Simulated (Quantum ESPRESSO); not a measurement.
# C(111), Cl on both faces, 5 bilayers against a metal electrode, stepped through the charge of the slab, part 3 of 4

What law, if any, do the results for C(111), Cl on both faces, 5 bilayers against a metal electrode follow against the charge of the slab?

Quantum ESPRESSO 7.5; plane-wave DFT, PBE, GBRV ultrasoft pseudopotentials.

So far. Step 2 (Variable-cell relaxation of the reference):  The last row is no step: it is a fresh SCF in the final cell with a new plane-wave basis, -0 meV from the row before. Step 3 (Relaxation with pw.x of the reference): The relaxation lowers the energy by 1 meV an atom.

## Step 4: SCF with pw.x, 0 ×10¹³ e/cm²

A run under open boundaries on these atoms gives the vacuum levels.

m2.esm.in

```
&control
  prefix = 'm2.esm'
  outdir = './out'
  pseudo_dir = './pseudo'
  calculation = 'scf'
  tprnfor = .true.
/
&system
  ibrav = 0
  nat = 12
  ntyp = 2
  ecutwfc = 40
  ecutrho = 200
  occupations = 'smearing'
  smearing = 'fd'
  degauss = 0.004
  assume_isolated = 'esm'
  esm_bc = 'bc3'
  tot_charge = 0.0
/
&electrons
  conv_thr = 1e-08
  mixing_beta = 0.4
  electron_maxstep = 120
  mixing_mode = 'plain'
/
ATOMIC_SPECIES
  Cl  35.4500  cl_pbe_v1.4.uspp.F.UPF
  C   12.0110  c_pbe_v1.2.uspp.F.UPF
CELL_PARAMETERS angstrom
  2.52546400400000 0.00000000000000 0.00000000000000
  -1.26273200200000 2.18711598395179 0.00000000000000
  0.00000000000000 0.00000000000000 27.33148362559374
ATOMIC_POSITIONS crystal
  Cl  0.000000000000 0.000000000000 -0.170078504148
  C   0.000000000000 0.000000000000 -0.105346076448
  C   0.333333333300 0.666666666700 -0.087037485948
  C   0.333333333300 0.666666666700 -0.030089907648
  C   0.666666666700 0.333333333300 -0.011256881548
  C   0.666666666700 0.333333333300 0.045458359452
  C   0.000000000000 0.000000000000 0.064305166052
  C   0.000000000000 0.000000000000 0.121020407052
  C   0.333333333300 0.666666666700 0.139853433152
  C   0.333333333300 0.666666666700 0.196801011452
  C   0.666666666700 0.333333333300 0.215109601952
  Cl  0.666666666700 0.333333333300 0.279842029652
K_POINTS automatic
  30 30 1 0 0 0
```

The run is started by

```sh
OMP_NUM_THREADS=1 mpirun -n 4 pw.x -nk 4 -in m2.esm.in > m2.esm.out
```

What it wrote:

```text
[banner, memory and clock lines left out]
Program PWSCF v.7.5 starts
[citation notice left out]

[...]
Message from routine setup:
[...]
bravais-lattice index     =            0
     lattice parameter (alat)  =       4.7724  a.u.
     unit-cell volume          =    1018.7622 (a.u.)^3
     number of atoms/cell      =           12
     number of atomic types    =            2
     number of electrons       =        54.00
     number of Kohn-Sham states=           32
     kinetic-energy cutoff     =      40.0000  Ry
     charge density cutoff     =     200.0000  Ry
     scf convergence threshold =      1.0E-08
     mixing beta               =       0.4000
     number of iterations used =            8  plain     mixing
     Exchange-correlation= SLA  PW   PBE  PBE
                           (   1   4   3   4   0   0   0)

     Effective Screening Medium Method
     Boundary Conditions: Vacuum-Slab-Metal
     total charge in unit cell        =   0.0000
     grid points for fit at edges     =        4

[...]
PseudoPot. # 1 for Cl read from file:
     ./pseudo/cl_pbe_v1.4.uspp.F.UPF
     Pseudo is Ultrasoft + core correction, Zval =  7.0
     Generated by new atomic code, or converted to UPF format
     Using radial grid of  909 points,  6 beta functions with:
                l(1) =   0
                l(2) =   0
                l(3) =   1
                l(4) =   1
                l(5) =   2
                l(6) =   2
     Q(r) pseudized with  8 coefficients,  rinner =    1.300   1.300   1.300
                                                       1.300   1.300

     PseudoPot. # 2 for C  read from file:
     ./pseudo/c_pbe_v1.2.uspp.F.UPF
     Pseudo is Ultrasoft + core correction, Zval =  4.0
     Generated by new atomic code, or converted to UPF format
     Using radial grid of  721 points,  4 beta functions with:
                l(1) =   0
                l(2) =   0
                l(3) =   1
                l(4) =   1
     Q(r) pseudized with  8 coefficients,  rinner =    1.100   1.100   1.100

     atomic species   valence    mass     pseudopotential
     Cl                7.00    35.45000     Cl( 1.00)
     C                 4.00    12.01100     C ( 1.00)

      6 Sym. Ops. (no inversion) found

[...]
number of k points=    91  Fermi-Dirac smearing, width (Ry)=  0.0040
[...]
Dense  grid:    48785 G-vectors     FFT dimensions: (  24,  24, 240)

     Smooth grid:    34995 G-vectors     FFT dimensions: (  20,  20, 216)

     Initial potential from superposition of free atoms

     starting charge      53.9996, renormalised to      54.0000

     negative rho (up, down):  2.950E-02 0.000E+00
     Starting wfcs are   48 randomized atomic wfcs

     per-process dynamical memory:    95.6 Mb

     Self-consistent Calculation

     iteration #  1     ecut=    40.00 Ry     beta= 0.40
     Davidson diagonalization with overlap
     ethr =  1.00E-02,  avg # of iterations =  4.7

     Threshold (ethr) on eigenvalues was too large:
     Diagonalizing with lowered threshold

     Davidson diagonalization with overlap
     ethr =  8.85E-04,  avg # of iterations =  5.1

     negative rho (up, down):  2.977E-02 0.000E+00

     total energy              =    -180.91482770 Ry
     estimated scf accuracy    <       0.61923827 Ry

     iteration #  2     ecut=    40.00 Ry     beta= 0.40
[...]
c_bands:  1 eigenvalues not converged
     c_bands:  2 eigenvalues not converged
     c_bands:  1 eigenvalues not converged
     c_bands:  1 eigenvalues not converged
     c_bands:  1 eigenvalues not converged
     c_bands:  1 eigenvalues not converged
     c_bands:  1 eigenvalues not converged
     c_bands:  2 eigenvalues not converged
     c_bands:  2 eigenvalues not converged
[...]
negative rho (up, down):  3.019E-02 0.000E+00

[...]
total energy              =    -180.90016072 Ry
     estimated scf accuracy    <       0.38074218 Ry

     iteration #  3     ecut=    40.00 Ry     beta= 0.40
[...]
negative rho (up, down):  3.054E-02 0.000E+00

[...]
total energy              =    -180.91717945 Ry
     estimated scf accuracy    <       0.16760146 Ry

     iteration #  4     ecut=    40.00 Ry     beta= 0.40
[...]
c_bands:  2 eigenvalues not converged
     c_bands:  1 eigenvalues not converged
     c_bands:  1 eigenvalues not converged
     c_bands:  1 eigenvalues not converged
     c_bands:  1 eigenvalues not converged
     c_bands:  1 eigenvalues not converged
     c_bands:  1 eigenvalues not converged
     c_bands:  1 eigenvalues not converged
     c_bands:  1 eigenvalues not converged
     c_bands:  1 eigenvalues not converged
     c_bands:  3 eigenvalues not converged
     c_bands:  1 eigenvalues not converged
     c_bands:  1 eigenvalues not converged
     c_bands:  2 eigenvalues not converged
     c_bands:  2 eigenvalues not converged
     c_bands:  1 eigenvalues not converged
[...]
negative rho (up, down):  3.053E-02 0.000E+00

[...]
total energy              =    -180.87542892 Ry
     estimated scf accuracy    <       4.24892961 Ry

     iteration #  5     ecut=    40.00 Ry     beta= 0.40
[...]
c_bands:  1 eigenvalues not converged
[...]
negative rho (up, down):  3.012E-02 0.000E+00

[...]
total energy              =    -180.97089153 Ry
     estimated scf accuracy    <       0.01115203 Ry

     iteration #  6     ecut=    40.00 Ry     beta= 0.40
[...]
c_bands:  2 eigenvalues not converged
     c_bands:  2 eigenvalues not converged
     c_bands:  3 eigenvalues not converged
     c_bands:  3 eigenvalues not converged
     c_bands:  2 eigenvalues not converged
     c_bands:  4 eigenvalues not converged
     c_bands:  3 eigenvalues not converged
     c_bands:  2 eigenvalues not converged
     c_bands:  2 eigenvalues not converged
     c_bands:  1 eigenvalues not converged
     c_bands:  1 eigenvalues not converged
     c_bands:  3 eigenvalues not converged
     c_bands:  4 eigenvalues not converged
     c_bands:  4 eigenvalues not converged
     c_bands:  2 eigenvalues not converged
     c_bands:  2 eigenvalues not converged
     c_bands:  3 eigenvalues not converged
     c_bands:  4 eigenvalues not converged
     c_bands:  4 eigenvalues not converged
     c_bands:  3 eigenvalues not converged
     c_bands:  2 eigenvalues not converged
     c_bands:  2 eigenvalues not converged
[...]
negative rho (up, down):  2.946E-02 0.000E+00

[...]
total energy              =    -180.98568880 Ry
     estimated scf accuracy    <       0.01613428 Ry

[...]
iteration # 26     ecut=    40.00 Ry     beta= 0.40
[...]
c_bands:  1 eigenvalues not converged
     c_bands:  1 eigenvalues not converged
[...]
negative rho (up, down):  2.882E-02 0.000E+00

[...]
total energy              =    -180.98874896 Ry
     estimated scf accuracy    <       0.00000003 Ry

     iteration # 27     ecut=    40.00 Ry     beta= 0.40
[...]
negative rho (up, down):  2.881E-02 0.000E+00

[...]
total energy              =    -180.98874802 Ry
     estimated scf accuracy    <       0.00000004 Ry

     iteration # 28     ecut=    40.00 Ry     beta= 0.40
[...]
negative rho (up, down):  2.881E-02 0.000E+00

[...]
total energy              =    -180.98874574 Ry
     estimated scf accuracy    <       0.00000002 Ry

     iteration # 29     ecut=    40.00 Ry     beta= 0.40
[...]
negative rho (up, down):  2.881E-02 0.000E+00

[...]
End of self-consistent calculation

          k = 0.0000 0.0000 0.0000 (  4363 PWs)   bands (ev):

   -27.1694 -26.7238 -26.0179 -25.0653 -23.8749 -22.4925 -21.5479 -17.9756
   -15.9278 -13.8213 -11.6965  -9.5016  -8.6045  -8.6045  -8.2681  -8.2681
    -7.7265  -7.7265  -7.3021  -7.0209  -7.0209  -6.3011  -6.3011  -2.7129
    -2.4060  -2.1498  -2.1498  -2.1224  -2.1224  -0.4809  -0.3227   0.1330

          k = 0.0000 0.0385 0.0000 (  4359 PWs)   bands (ev):

   -27.1422 -26.6968 -25.9911 -25.0388 -23.8487 -22.4666 -21.5232 -17.9513
   -15.9051 -13.8019 -11.6831  -9.4982  -8.7515  -8.6720  -8.4092  -8.3288
    -7.8603  -7.7784  -7.3210  -7.1461  -7.0649  -6.4233  -6.3407  -2.7615
    -2.5758  -2.1951  -2.1780  -2.1526  -2.1060  -0.4487  -0.2843   0.1486

[...]
the Fermi energy is    -2.2512 ev

!    total energy              =    -180.98874642 Ry
     estimated scf accuracy    <          5.2E-09 Ry
     smearing contrib. (-TS)   =      -0.00081511 Ry
     internal energy E=F+TS    =    -180.98793131 Ry

     The total energy is F=E-TS. E is the sum of the following terms:
     one-electron contribution =  -68986.86763175 Ry
     hartree contribution      =   34496.93244896 Ry
     xc contribution           =     -56.06053491 Ry
     ewald contribution        =   34365.00778640 Ry

     convergence has been achieved in  29 iterations

     negative rho (up, down):  2.881E-02 0.000E+00

     Forces acting on atoms (cartesian axes, Ry/au):

     atom    1 type  1   force =     0.00000000    0.00000000    0.00051216
     atom    2 type  2   force =     0.00000000   -0.00000000    0.00066219
     atom    3 type  2   force =     0.00000000    0.00000000    0.00011049
     atom    4 type  2   force =     0.00000000    0.00000000    0.00028311
     atom    5 type  2   force =     0.00000000   -0.00000000   -0.00014585
     atom    6 type  2   force =     0.00000000    0.00000000   -0.00028233
     atom    7 type  2   force =     0.00000000    0.00000000    0.00030210
     atom    8 type  2   force =     0.00000000    0.00000000    0.00011993
     atom    9 type  2   force =     0.00000000    0.00000000   -0.00029469
     atom   10 type  2   force =     0.00000000    0.00000000   -0.00016896
     atom   11 type  2   force =     0.00000000   -0.00000000   -0.00070618
     atom   12 type  1   force =     0.00000000    0.00000000   -0.00044182

     Total force =     0.001345     Total SCF correction =     0.000299
     SCF correction compared to forces is large: reduce conv_thr to get better values

[...]
```

The job ended after 3.7 min (4 MPI ranks of Arm Neoverse V1, shared host; peak memory 0.64 GiB).

Numbers from this step:

* Fermi energy: -2.251 eV
* vacuum line at the lower end of the cell, over the Fermi level: 2.253 eV
* slope of the potential above: 0.001232 eV/Å
* vacuum line at the upper end of the cell, over the Fermi level: 2.252 eV

The potential energy, planar mean oscillates, so the rows of the table below give means over windows of 2.05 Å about each position, cut where the curve ends. Its maxima inside the range that stand out by 2 % of the span (Å: eV): -3.8: -4.08, -1.6: -5.07, 0.5: -5.11, 2.5: -5.13, 4.6: -5.14, 6.7: -3.99. Its minima: -4.7: -28.5, -2.6: -24.1, -0.6: -23.8, 1.5: -23.7, 3.5: -23.7, 5.6: -24.0, 7.6: -28.6.

Electrostatic potential energy of an electron; zero at the Fermi level. Potential energy, planar mean against z; means over each step:

| z (Å) | potential energy, planar mean (eV) |
| --- | --- |
| -12.64 | 2.25 |
| -10.59 | 2.25 |
| -8.54 | 2.23 |
| -6.49 | 1.48 |
| -4.44 | -13.7 |
| -2.39 | -14.5 |
| -0.34 | -14.6 |
| 1.71 | -14.6 |
| 3.76 | -14.6 |
| 5.81 | -14.4 |
| 7.86 | -12.8 |
| 9.91 | 1.98 |
| 11.96 | 2.24 |

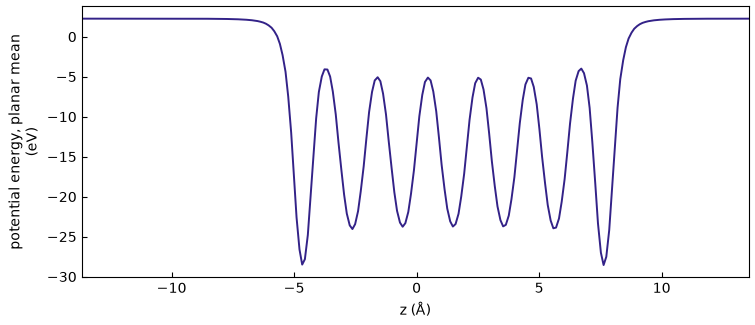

Potential energy, planar mean against z.

Inside the slab this potential holds the local part of the pseudopotentials, which can be repulsive at the nuclei; only its value in the vacuum has a meaning of its own.

## Step 5: Self-consistent run, 1 ×10¹³ e/cm²

m3.esm.in, as its differences from the input of step 4:

```diff
@@ -1,3 +1,3 @@
 &control
-  prefix = 'm2.esm'
+  prefix = 'm3.esm'
   outdir = './out'
@@ -18,3 +18,3 @@
   esm_bc = 'bc3'
-  tot_charge = 0.0
+  tot_charge = 0.00552
 /
@@ -25,2 +25,3 @@
   mixing_mode = 'plain'
+  startingpot = 'file'
 /
```

The run is started by

```sh
cp -r out/m2.esm.save out/m3.esm.save
OMP_NUM_THREADS=1 mpirun -n 4 pw.x -nk 4 -in m3.esm.in > m3.esm.out
```

What it wrote:

```text
[banner, memory and clock lines left out]
Program PWSCF v.7.5 starts
[...]
Message from routine setup:
[...]
number of electrons       =        53.99
     number of Kohn-Sham states=           32
     kinetic-energy cutoff     =      40.0000  Ry
     charge density cutoff     =     200.0000  Ry
[...]
number of k points=    91  Fermi-Dirac smearing, width (Ry)=  0.0040
[...]
Dense  grid:    48785 G-vectors     FFT dimensions: (  24,  24, 240)
[...]
The initial density is read from file :
[...]
negative rho (up, down):  2.881E-02 0.000E+00
     Starting wfcs are   48 randomized atomic wfcs
[...]
negative rho (up, down):  2.880E-02 0.000E+00
[...]
estimated scf accuracy    <       0.41742302 Ry
[...]
negative rho (up, down):  2.861E-02 0.000E+00
[...]
estimated scf accuracy    <    1511.37104979 Ry
[...]
negative rho (up, down):  2.862E-02 0.000E+00
[...]
estimated scf accuracy    <       9.67463251 Ry
[...]
negative rho (up, down):  2.861E-02 0.000E+00
[...]
estimated scf accuracy    <       0.22876572 Ry
[...]
negative rho (up, down):  2.861E-02 0.000E+00
[...]
estimated scf accuracy    <       0.07698697 Ry
[...]
negative rho (up, down):  2.868E-02 0.000E+00
[...]
estimated scf accuracy    <       0.01964565 Ry
[...]
negative rho (up, down):  2.872E-02 0.000E+00
[...]
estimated scf accuracy    <       0.03909166 Ry
[...]
negative rho (up, down):  2.873E-02 0.000E+00
[...]
estimated scf accuracy    <       0.04411708 Ry
[...]
negative rho (up, down):  2.878E-02 0.000E+00
[...]
estimated scf accuracy    <       0.04913405 Ry
[...]
negative rho (up, down):  2.878E-02 0.000E+00
[...]
estimated scf accuracy    <       0.02376678 Ry
[...]
negative rho (up, down):  2.878E-02 0.000E+00
[...]
estimated scf accuracy    <       0.01837007 Ry
[...]
negative rho (up, down):  2.887E-02 0.000E+00
[...]
estimated scf accuracy    <       0.06065790 Ry
[...]
negative rho (up, down):  2.885E-02 0.000E+00
[...]
estimated scf accuracy    <       0.04804531 Ry
[...]
negative rho (up, down):  2.883E-02 0.000E+00
[...]
estimated scf accuracy    <       0.00375577 Ry
[...]
negative rho (up, down):  2.882E-02 0.000E+00
[...]
estimated scf accuracy    <       0.00090315 Ry
[...]
negative rho (up, down):  2.882E-02 0.000E+00
[...]
estimated scf accuracy    <       0.00044199 Ry
[...]
negative rho (up, down):  2.882E-02 0.000E+00
[...]
estimated scf accuracy    <       0.00078820 Ry
[...]
negative rho (up, down):  2.882E-02 0.000E+00
[...]
estimated scf accuracy    <       0.00402336 Ry
[...]
negative rho (up, down):  2.884E-02 0.000E+00
[...]
estimated scf accuracy    <       0.00025241 Ry
[...]
negative rho (up, down):  2.882E-02 0.000E+00
[...]
estimated scf accuracy    <       0.00014211 Ry
[...]
negative rho (up, down):  2.881E-02 0.000E+00
[...]
estimated scf accuracy    <       0.00000866 Ry
[...]
negative rho (up, down):  2.881E-02 0.000E+00
[...]
estimated scf accuracy    <       0.00000709 Ry
[...]
negative rho (up, down):  2.881E-02 0.000E+00
[...]
estimated scf accuracy    <       0.00001034 Ry
[...]
negative rho (up, down):  2.881E-02 0.000E+00
[...]
estimated scf accuracy    <       0.00000519 Ry
[...]
negative rho (up, down):  2.882E-02 0.000E+00
[...]
estimated scf accuracy    <       0.00000307 Ry
[...]
negative rho (up, down):  2.882E-02 0.000E+00
[...]
estimated scf accuracy    <       0.00000272 Ry
[...]
negative rho (up, down):  2.882E-02 0.000E+00
[...]
estimated scf accuracy    <       0.00000098 Ry
[...]
negative rho (up, down):  2.882E-02 0.000E+00
[...]
estimated scf accuracy    <       0.00000070 Ry
[...]
negative rho (up, down):  2.882E-02 0.000E+00
[...]
estimated scf accuracy    <       0.00000031 Ry
[...]
negative rho (up, down):  2.882E-02 0.000E+00
[...]
estimated scf accuracy    <       0.00000014 Ry
[...]
negative rho (up, down):  2.882E-02 0.000E+00
[...]
the Fermi energy is    -3.0076 ev
!    total energy              =    -180.98717315 Ry
     estimated scf accuracy    <          6.1E-09 Ry
     smearing contrib. (-TS)   =      -0.00077573 Ry
     internal energy E=F+TS    =    -180.98639742 Ry
[...]
one-electron contribution =  -68983.84922814 Ry
     hartree contribution      =   34493.91337278 Ry
     xc contribution           =     -56.05832846 Ry
     ewald contribution        =   34365.00778640 Ry
     convergence has been achieved in  31 iterations
     negative rho (up, down):  2.882E-02 0.000E+00
[...]
Total force =     0.002083     Total SCF correction =     0.000358
[...]
```

Elapsed: 5.4 min, on 4 MPI ranks; peak memory 0.63 GiB.

Numbers from this step:

* Fermi energy: -3.008 eV
* vacuum line at the lower end of the cell, over the Fermi level: 2.264 eV
* slope of the potential above: 0.1816 eV/Å
* vacuum line at the upper end of the cell, over the Fermi level: 3.008 eV

Inside the slab this potential holds the local part of the pseudopotentials, which can be repulsive at the nuclei; only its value in the vacuum has a meaning of its own.

(Continued in part 4 of 4.)

[Logs are printed without paths, hosts, clocks, repeated set-up lines and the standing remarks that a program may print on its own settings, such as how far it seeks lower states.]

[Hosts, paths, dates, database ids (printed as entryN), source tags and the programs' standing remarks are cut or masked in the printed files.]

[Maps of the electrostatic potential energy from Ansatz leave out the sawtooth potential of an applied field or a dipole correction, so their vacuum need not be flat; planar profiles and work functions include it.]
